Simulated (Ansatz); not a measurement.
# Zn$_{2}$S: what the fields show

Input file:

```
crystal:
  lattice:
    - [0.0, 3.6700018356, 3.6700018356]
    - [3.6700018356, 0.0, 3.6700018356]
    - [3.6700018356, 3.6700018356, 0.0]
  atoms:
    - { symbol: Zn, position: [0.625, 0.625, 0.625] }
    - { symbol: Zn, position: [0.125, 0.625, 0.625] }
    - { symbol: Zn, position: [0.625, 0.625, 0.125] }
    - { symbol: Zn, position: [0.625, 0.125, 0.625] }
    - { symbol: S, position: [0.0, 0.0, 0.0] }
    - { symbol: S, position: [0.25, 0.25, 0.25] }
basis:
  ecutwfc: 420
kpoints:
  mp_grid: { grid: [10, 10, 10] }
hamiltonian:
  xc: pbe
scf:
  occupations: { method: gaussian, width: 0.1 }
output:
  forces: true
  stress: true
  eigenvalues: true
  write_density: true
  write_potential: true
  elf: true
  volumetric_format: npy
relax:
  adjacent_minimum: "off"
  f_tol: 0.01
  max_steps: 80
  cell: { stress_tol: 0.05 }
```

Run with:

```sh
ansatz run input.yaml --threads 1 --pin off --max-ram 2560MiB --backend cpu --events-out ev --progress --plain --runs-dir out
```

Below, planes, directions and counts refer to the conventional cell (a = 7.34 Å, b = 7.34 Å, c = 7.34 Å, α = 90.00°, β = 90.00°, γ = 90.00°).

Space group Fd-3m; a structure generated by program, which may or may not match a known phase.

The calculation used DFT PBE, scalar-relativistic, plane waves, PAW in Ansatz 0.2.0.

The density is the valence pseudo-density of a PAW calculation; it isn't the true density close to the nuclei.

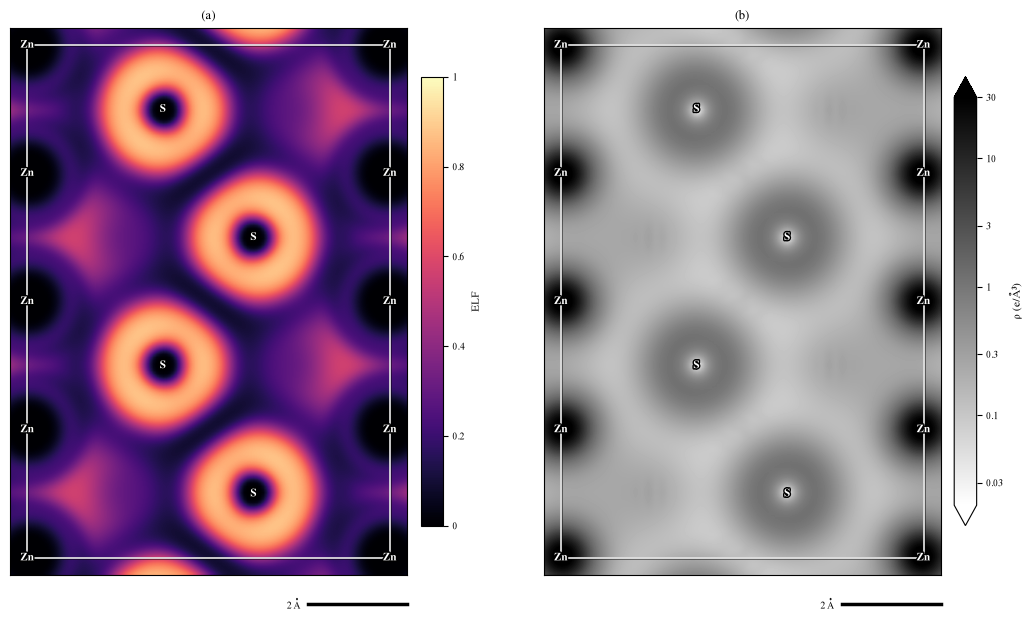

Figure 1. (a) electron localisation function; (b) valence pseudo-density on the (011) plane of the conventional cell.

> Interpret the plot.

- Atoms in the plane: Zn and S.
- Zn–S (3.04 Å): ρ is about 0.15 e/Å³ halfway; the ELF peaks at about 0.85 in the valence shell of S, 0.8 Å from its nucleus, and drops to about 0.15 between the two atoms.
- Between the atoms the lowest density in this plane is 0.09 e/Å³.

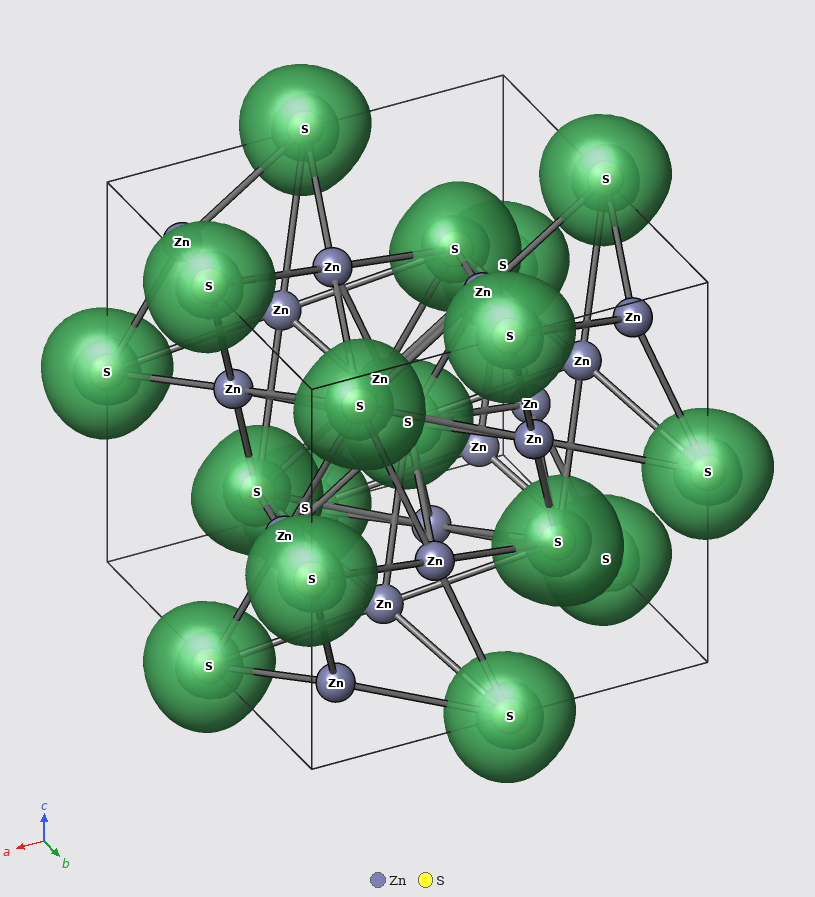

Figure 2. Isosurface of the ELF at 0.75 (green), seen at an oblique angle. Core shells and regions of very low density are left out. Sticks mark near contacts.

> Where are the electrons localised?

At this value the surface marks out eight regions wrapped around S (the valence shell of each), counted in one cell of 24 atoms. Regions shared between cells count once.

> Does the calculation make it a metal, or give it a gap?

It is metallic or semimetallic at this level of theory: no gap opens.
